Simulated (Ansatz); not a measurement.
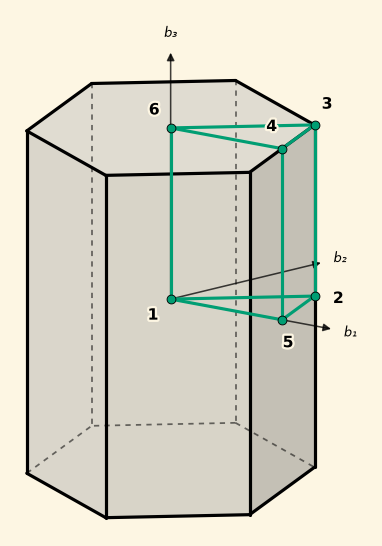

The first Brillouin zone of a primitive hexagonal lattice (hP; extended symbol hP2) is drawn with its special points numbered. Crystal: TiSi2, coordinates from a relaxation with DFT PBE, scalar-relativistic, plane waves, PAW (Ansatz); the starting structure was generated, so it need not be a known form of this composition. All values are computed from the atomic coordinates in the standard setting (tolerance 0.002 Å).

a = 4.373 Å, b = 4.373 Å, c = 2.566 Å, α = 90.00°, β = 90.00°, γ = 120.00°.

Labels and path follow the convention of Hinuma et al. (2017), as computed by seekpath; the arrows show the directions of the reciprocal primitive vectors b₁, b₂, b₃, in which coordinates are given.

Give the label and coordinates of each numbered point.

Answer.
```tsv
no.	label	coordinates
1	Γ	(0, 0, 0)
2	K	(1/3, 1/3, 0)
3	H	(1/3, 1/3, 1/2)
4	L	(1/2, 0, 1/2)
5	M	(1/2, 0, 0)
6	A	(0, 0, 1/2)
```
